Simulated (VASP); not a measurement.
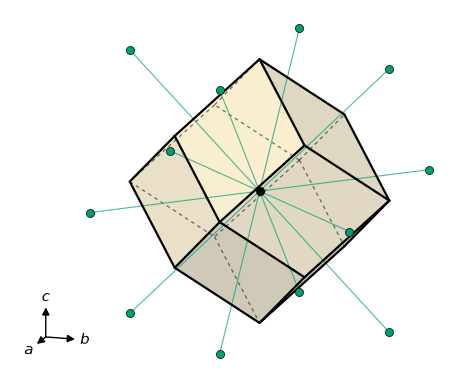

The Wigner–Seitz cell of the crystal's lattice, with lines to the lattice points that define its faces. Crystal: Ge, the end point of a relaxation with VASP, VASP Kohn-Sham DFT of a periodic cell, revPBE, VASP PAW PBE potentials, recommended. Geometry calculated from the standardised cell; symmetry tolerance 0.002 Å.

a = 5.799 Å, b = 5.799 Å, c = 5.799 Å, α = 90.00°, β = 90.00°, γ = 90.00°; lattice centring F.

Q: Which of Fedorov's five parallelohedra is it?

A: A rhombic dodecahedron: 12 faces (12 with 4 edges), 24 edges, 14 vertices. Its volume is that of the primitive cell, 48.7 Å³.

Q: Which lattice vectors do the faces bisect?

A:
```tsv
example	length (Å)	faces	edges of each	area (Å²)
1/2 a + 1/2 b	4.10	12	4	5.9
```
